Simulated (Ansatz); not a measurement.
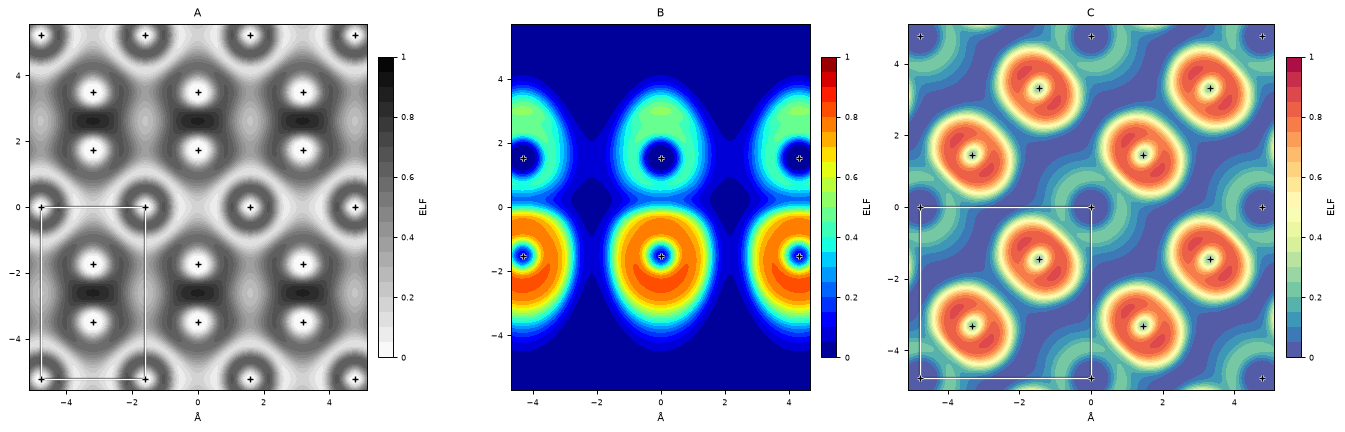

The electron localisation function of 3 systems, each on a plane through atoms (crosses mark nuclei in the plane).

Theory: Ansatz, DFT PBEsol, scalar-relativistic, plane waves, PAW.

System 1: TiB₂, the (110) plane of the conventional cell. Space group P6/mmm; a generated structure, not necessarily the stable one; computed without spin polarisation.

System 2: SnO₂, the (001) plane of the conventional cell. Space group P4₂/mnm.

System 3: PbSe (slab), the (100) plane of the calculation cell, a cut from vacuum to vacuum. Not relaxed (largest force 0.7 eV/Å).

```
CELL_PARAMETERS angstrom
4.31555 0.00000 0.00000
0.00000 4.31555 0.00000
0.00000 0.00000 18.05155
ATOMIC_POSITIONS crystal
Pb 0.50000 0.50000 0.41548
Se 0.00000 0.00000 0.41548
Pb 0.00000 0.00000 0.58452
Se 0.50000 0.50000 0.58452
```

Match each panel to its system.

Panel A is system 1, TiB₂: the plane holds Ti and B. B–B (1.74 Å): the ELF peaks at about 0.85 between the atoms. Panel B is system 3, PbSe: the plane holds Se and Pb. Pb–Se (3.05 Å): the ELF is about 0.40 at the midpoint and 0.25 at its lowest between the atoms. Panel C is system 2, SnO₂: the plane holds Sn and O. Sn–O (2.07 Å): the ELF peaks at about 0.80 in the valence shell of O, 0.6 Å from its nucleus, and is about 0.25 at the midpoint (no shared electron pair shows on this line).
